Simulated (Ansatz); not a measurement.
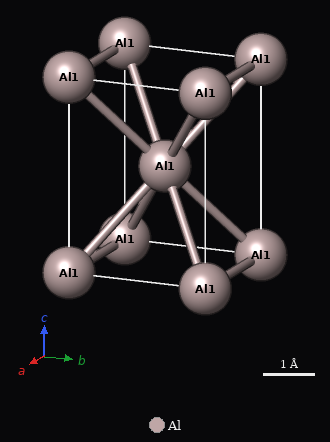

Fig. 1: The structure (ball-and-stick view of the cell 2 times as large as that of the calculation, set on its symmetry axes, seen slightly off an axis; atoms are numbered from 1 in the order of the input). An atom can appear more than once, as a periodic image.

**What a change does: single-point calculation on Al**

System: Al (Immm, 1 atom in the cell).
Method of run 1: DFT PBEsol, scalar-relativistic, plane waves, PAW, no spin polarisation (Ansatz 0.2.0).

The structure derives from an entry of the Crystallography Open Database. Text and figures count atoms from 1; the logs count them from 0 in places.

**Input, run 1**
```yaml
crystal:
  lattice:
    - [-0.07589925, 2.02398, 2.02398]
    - [1.94808075, 0.0, 1.94808075]
    - [2.02398, 2.02398, -0.07589925]
  atoms:
    - { symbol: Al, position: [0.0, 0.0, 0.0] }
basis:
  ecutwfc: 420
kpoints:
  mp_grid: { grid: [20, 20, 20] }
hamiltonian:
  xc: pbesol
scf:
  occupations: { method: gaussian, width: 0.15 }
output:
  forces: true
  stress: true
  eigenvalues: true
```

Launched with:
```bash
ansatz run input.yaml --threads 1 --pin off --max-ram 2560MiB --backend cpu --events-out ev --progress --plain --runs-dir out
```

Hardware: 1 thread of AMD EPYC (Zen 5), 32 GiB of memory available, shared host.

**Output, shortened to warnings, some set-up lines, iterations and results (run 1)**
```
Basis set: ecut = 420 eV, 327 PW (Γ), exchange–correlation on 40×40×40 points (8 copies of the dense FFT grid, shifted against one another)
Symmetry: 8 space group operations
k-points: 1166 of 8000
Initial density: superposition of atomic densities (neutral atoms: chi_scale 0, normalization atom), corrected by the library's trained network
[...]
SCF iter   1: F=—  HF=-524.538646 eV  |F-HF|=—  |Δ(HF+E_count)|=         —  Δρ=1.02e-3  dr2=1.47e-4  ethr=1.77e-3  ⟨swp⟩=4.7  Hψ=59172  notcnv=0
SCF iter   2: F=—  HF=-524.538625 eV  |F-HF|=—  |Δ(HF+E_count)|=   2.11e-5  Δρ=4.63e-4  dr2=2.72e-5  ethr=4.91e-6  ⟨swp⟩=1.4  Hψ=16916  notcnv=0
SCF iter   3: F=—  HF=-524.538635 eV  |F-HF|=—  |Δ(HF+E_count)|=   9.87e-6  Δρ=2.79e-5  dr2=6.28e-8  ethr=9.07e-7  ⟨swp⟩=1.0  Hψ=6511  notcnv=0
SCF iter   4: F=-524.538635 eV  HF=-524.538635 eV  |F-HF|=1.34e-9  |Δ(HF+E_count)|=   4.13e-8  Δρ=4.28e-6  dr2=1.05e-9  ethr=2.09e-9  ⟨swp⟩=2.1  Hψ=8155  notcnv=0
SCF iter   5: F=-524.538635 eV  HF=-524.538635 eV  |F-HF|=1.48e-12  |Δ(HF+E_count)|=   1.37e-9  Δρ=1.79e-7  dr2=4.57e-12  ethr=3.51e-11  ⟨swp⟩=1.1  Hψ=6589  notcnv=0
SCF iter   6: F=-524.538635 eV  HF=-524.538635 eV  |F-HF|=1.14e-13  |Δ(HF+E_count)|=  1.14e-12  Δρ=1.88e-8  dr2=3.55e-14  ethr=1.00e-12  ⟨swp⟩=2.0  Hψ=22248  notcnv=0
SCF 1 converged in 6 iterations: F = -524.538635 eV  dr2 = 3.55e-14
SCF converged after 6 iterations
Free energy (F): -524.538635 eV
Harris-Foulkes:  -524.538635 eV  (|F-HF|=1.14e-13)
Internal energy: -524.534055 eV  (E = F + TS)
E sigma→0 (E₀):  -524.536345 eV
Entropy (-TS):   -0.004580 eV (-4.580 meV/atom)
Fermi energy:    7.853500 eV
--- Per-component energies (eV) ---
  E_band       = 10.294263
  E_kinetic    = 22.797090
  E_local      = 9.627599  (includes V_loc(G=0)·N_el)
  E_nonlocal   = 10.375922
  E_hartree    = 0.115675
  E_xc         = -39.377748
  E_vxc        = -29.125077  (∫ρ·V_xc dr)
  E_paw        = -454.707264  (= ΣΔE_a)
  E_vpaw       = -3.612618  (= ΣTr[D̂ρ^β])
  E_aug_tail   = -0.000002  (compensation charges beyond the density's cutoff)
  E_ewald      = -73.384465
  E_core_change = 0.019139  (= ΣΔE_core)
  E_smearing   = -0.004580  (= −TS)
  E_closure    = 0.000000  (closes the sum)
  Σ components = -524.538635   (vs F -524.538635, Δ=0.00e0)
--- Forces (eV/Å), atoms counted from 1 ---
  atom   1  Al    -0.00000000     0.00000000    -0.00000000
  max |Σ_I F_I| component: 5.78e-34 eV/Å
--- Stress (GPa, compression-positive) ---
       -0.941739      -0.000000       2.433889
       -0.000000      -2.301795       0.000000
        2.433889       0.000000      -0.941739
  P = ⅓ Tr σ = -1.3951 GPa (-13.951 kbar)
```

The input of run 2 differs as follows (lines with − go, lines with + come):
```diff
-    - [-0.07589925, 2.02398, 2.02398]
-    - [1.94808075, 0.0, 1.94808075]
-    - [2.02398, 2.02398, -0.07589925]
+    - [0.113848875, 2.02398, 2.02398]
+    - [2.137828875, 0.0, 2.137828875]
+    - [2.02398, 2.02398, 0.113848875]
```

What does this change do to the results?

With the same functional and potentials, run 2 lies 12.6 meV per atom higher. The pressure goes from −1.40 to −0.69 GPa. The volume per atom goes from 16.56 to 16.53 Å³. The number of SCF iterations is the same. The plane waves at Γ go from 327 to 319.

**Output, shortened to warnings, some set-up lines, iterations and results (run 2)**
```
Basis set: ecut = 420 eV, 319 PW (Γ), exchange–correlation on 40×48×40 points (8 copies of the dense FFT grid, shifted against one another)
Symmetry: 8 space group operations
k-points: 1166 of 8000
Initial density: superposition of atomic densities (neutral atoms: chi_scale 0, normalization atom), corrected by the library's trained network
[...]
SCF iter   1: F=—  HF=-524.526033 eV  |F-HF|=—  |Δ(HF+E_count)|=         —  Δρ=1.11e-3  dr2=1.83e-4  ethr=1.77e-3  ⟨swp⟩=4.6  Hψ=59724  notcnv=0
SCF iter   2: F=—  HF=-524.526000 eV  |F-HF|=—  |Δ(HF+E_count)|=   3.26e-5  Δρ=4.99e-4  dr2=3.35e-5  ethr=6.09e-6  ⟨swp⟩=1.3  Hψ=16708  notcnv=0
SCF iter   3: F=—  HF=-524.526002 eV  |F-HF|=—  |Δ(HF+E_count)|=   2.21e-6  Δρ=3.14e-5  dr2=8.70e-8  ethr=1.12e-6  ⟨swp⟩=1.0  Hψ=6509  notcnv=0
SCF iter   4: F=-524.526002 eV  HF=-524.526002 eV  |F-HF|=9.58e-10  |Δ(HF+E_count)|=   4.80e-8  Δρ=4.44e-6  dr2=1.49e-9  ethr=2.90e-9  ⟨swp⟩=2.0  Hψ=8128  notcnv=0
SCF iter   5: F=-524.526002 eV  HF=-524.526002 eV  |F-HF|=4.55e-12  |Δ(HF+E_count)|=   1.01e-9  Δρ=2.55e-7  dr2=9.41e-12  ethr=4.97e-11  ⟨swp⟩=1.1  Hψ=6576  notcnv=0
SCF iter   6: F=-524.526002 eV  HF=-524.526002 eV  |F-HF|=1.14e-13  |Δ(HF+E_count)|=  3.64e-12  Δρ=2.14e-8  dr2=4.66e-14  ethr=1.00e-12  ⟨swp⟩=2.0  Hψ=22370  notcnv=0
SCF 1 converged in 6 iterations: F = -524.526002 eV  dr2 = 4.66e-14
SCF converged after 6 iterations
Free energy (F): -524.526002 eV
Harris-Foulkes:  -524.526002 eV  (|F-HF|=1.14e-13)
Internal energy: -524.521780 eV  (E = F + TS)
E sigma→0 (E₀):  -524.523891 eV
Entropy (-TS):   -0.004223 eV (-4.223 meV/atom)
Fermi energy:    7.862556 eV
--- Per-component energies (eV) ---
  E_band       = 10.308968
  E_kinetic    = 22.861193
  E_local      = 9.548615  (includes V_loc(G=0)·N_el)
  E_nonlocal   = 10.416788
  E_hartree    = 0.132735
  E_xc         = -39.401788
  E_vxc        = -29.154060  (∫ρ·V_xc dr)
  E_paw        = -454.725168  (= ΣΔE_a)
  E_vpaw       = -3.629035  (= ΣTr[D̂ρ^β])
  E_aug_tail   = -0.000002  (compensation charges beyond the density's cutoff)
  E_ewald      = -73.373291
  E_core_change = 0.019139  (= ΣΔE_core)
  E_smearing   = -0.004223  (= −TS)
  E_closure    = 0.000000  (closes the sum)
  Σ components = -524.526002   (vs F -524.526002, Δ=0.00e0)
--- Forces (eV/Å), atoms counted from 1 ---
  atom   1  Al     0.00000000    -0.00000000     0.00000000
  max |Σ_I F_I| component: 1.93e-34 eV/Å
--- Stress (GPa, compression-positive) ---
       -0.156598       0.000000      -4.285995
        0.000000      -1.743511       0.000000
       -4.285995       0.000000      -0.156598
  P = ⅓ Tr σ = -0.6856 GPa (-6.856 kbar)
```

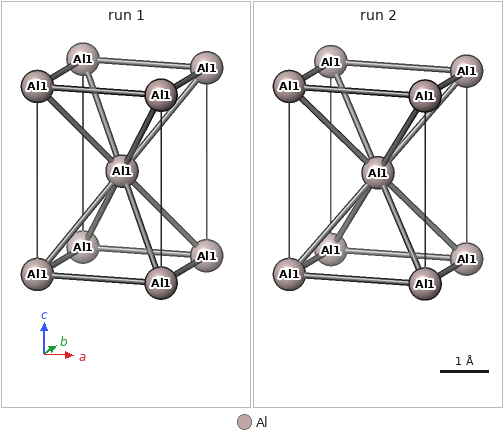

Fig. 2: The two input geometries at one scale (ball-and-stick view of the cell 2 times as large as that of the calculation, set on its symmetry axes, seen slightly off an axis). No atom moves by more than 0.005 Å relative to the cell. The volume changes by −0.2 %, with a 2.755 → 3.023 Å (+9.7 %), b 2.970 → 2.701 Å (−9.0 %), c stays at 4.048 Å. Among the contacts that change: Al1–Al1 2.970 → 2.701 Å.

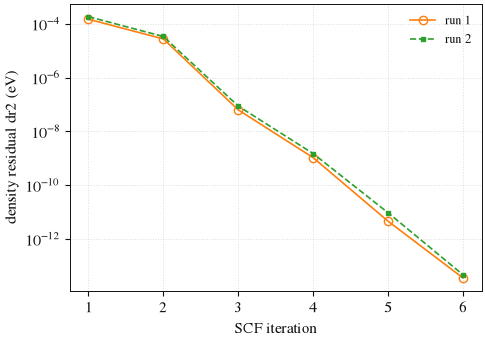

Fig. 3: Convergence of the two runs: density residual dr2 against the SCF iteration. Run 1 takes 6 iterations in all, and run 2 takes 6.

**The two runs side by side**

| quantity | run 1 | run 2 |
| --- | --- | --- |
| outcome | converged | converged |
| free energy per atom (eV) | −524.5386 | −524.5260 |
| energy per atom, smearing taken to zero (eV) | −524.5363 | −524.5239 |
| gap on the mesh (eV) | 0.00 | 0.00 |
| pressure (GPa) | −1.40 | −0.69 |
| volume per atom (Å³) | 16.56 | 16.53 |
| largest force (eV/Å) | 0.000 | 0.000 |
| SCF iterations | 6 | 6 |
| irreducible k-points | 1166 | 1166 |
| plane waves at Γ | 327 | 319 |
| wall time (shared host) | 2.5 s | 2.6 s |
